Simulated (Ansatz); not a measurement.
Input file:

```
crystal:
  lattice:
    - [0.0, 2.6777701676, 2.6777701676]
    - [2.6777701676, 0.0, 2.6777701676]
    - [2.6777701676, 2.6777701676, 0.0]
  atoms:
    - { symbol: Zn, position: [0.25, 0.25, 0.25] }
    - { symbol: S, position: [0.0, 0.0, 0.0] }
basis:
  ecutwfc: 420
kpoints:
  mp_grid: { grid: [6, 6, 6] }
  band_path:
    path:
      - [0.0, 0.0, 0.0]
      - [-0.5, -0.5, 0.0]
      - [-0.375, -0.375, 0.25]
      - [-0.375, 0.0, 0.375]
      - [0.0, 0.0, 0.5]
      - [-0.5, -0.25, 0.25]
    npoints: 1
hamiltonian:
  xc: hse06
scf:
  occupations: { method: fixed }
  n_extra_bands: 4
output:
  eigenvalues: true
  write_density: true
  write_potential: true
  elf: true
  volumetric_format: npy
```

Command:

```sh
ansatz run input.yaml --threads 2 --pin off --max-ram 5120MiB --backend cpu --events-out ev --progress --plain --runs-dir out
```

Below, planes, directions and counts refer to the conventional cell (a = 5.36 Å, b = 5.36 Å, c = 5.36 Å, α = 90.00°, β = 90.00°, γ = 90.00°).

Space group F-43m.

Theory: DFT HSE06, scalar-relativistic, plane waves, PAW in Ansatz 0.2.0.

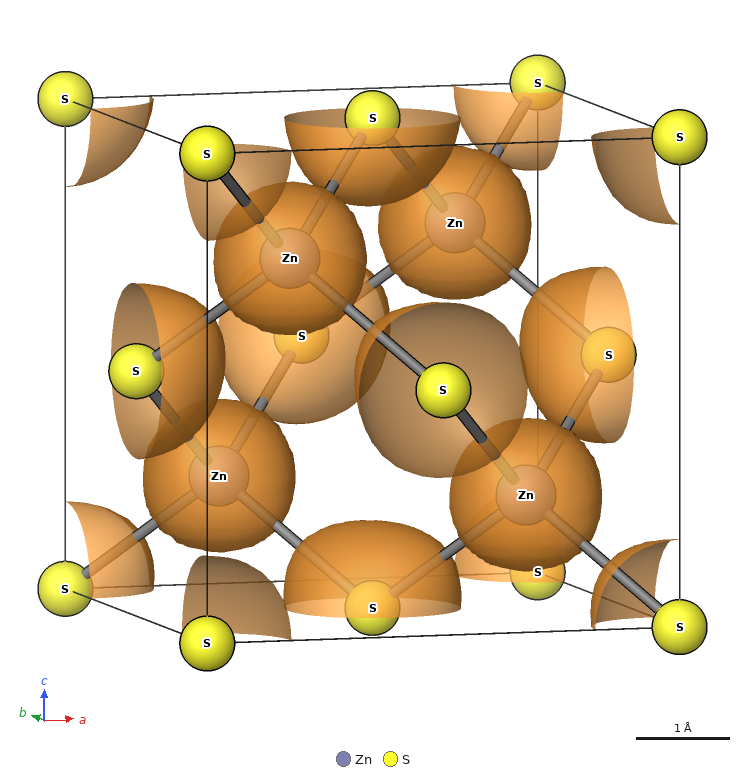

ZnS. Isosurface of the valence pseudo-density at 0.6 e/Å³ (orange), seen slightly off an axis. Sticks mark near contacts.

Question: What does this surface tell about the bonding?

Answer: At this value the density breaks into separate islands; it holds about 70 % of the electrons treated as valence. It bridges none of the near contacts. It is pinched off along the shortest Zn–S (2.32 Å) contacts. On the grid the lowest density along these lines, outside the cores, is 0.49 e/Å³ (Zn–S, 2.32 Å).

Question: Metal or insulator at this level of theory?

Answer: It is gapped, with a Kohn–Sham gap of 3.5 eV on the k-point mesh (the band edges may lie off the mesh, which would make the gap smaller).
